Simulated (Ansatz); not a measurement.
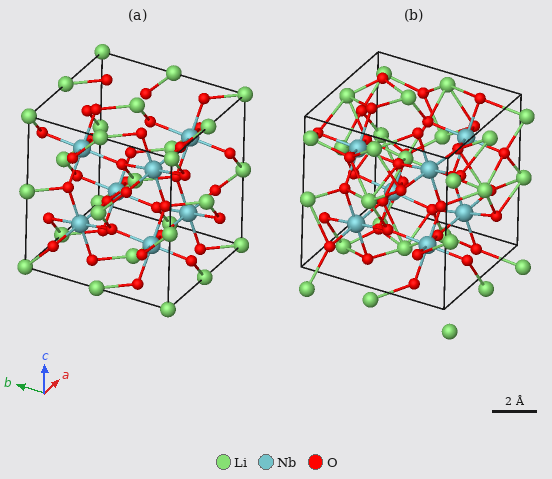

The structure of a defect cell of composition Li$_{8}$Nb$_{7}$O$_{24}$ before (left) and after (right) a relaxation, at one scale.

Style: ball-and-stick. Shown: the cell of the calculation (origin shifted), from a free direction.

Case: Nb vacancy (site b), charge +0, atoms relaxed at the host's cell.

The calculation used DFT PBE, scalar-relativistic, plane waves, PAW in Ansatz. Settings: plane-wave cutoff 420 eV; k-point mesh 2 × 2 × 2; occupations gaussian; smearing width 0.01 eV; mesh shifted by (0.5, 0.5, 0.5); collinear spin; atoms relaxed in a fixed cell; force threshold 0.025 eV/Å; at most 45 steps.

What changed between the two?

Answer. The largest moves, 1.19 Å, are those of Li atoms. Largest moves by element: Li 1.19 Å, O 0.11 Å. Nb stays in place. The cell stays as it was. Among the contacts that change: Li–O 2.820 → 2.017 Å, Li–O 2.820 → 2.234 Å, Li–Nb 3.449 → 2.902 Å, Li–O 2.820 → 2.352 Å. New bonds form, among them: Li–O (2.82 → 2.02 Å), Li–O (2.82 → 2.23 Å). Bond angles that change, for instance: O–Li–O 120.0° → 96.4°, Li–O–Nb 108.2° → 88.1°, Li–O–Nb 108.2° → 125.9°. The energy falls by 1.386 eV per cell of the calculation in 10 geometry steps. Largest force component: 0.69 eV/Å at the start, 0.017 eV/Å at the end. The run took 61 s on 4 threads of Intel(R) Xeon(R) 6975P-C (Granite Rapids), on a shared host, peak memory 1.7 GiB.

Limits of the set-up: the periodic images lie only 7.6 Å apart, so the values are limited by the cell's size.
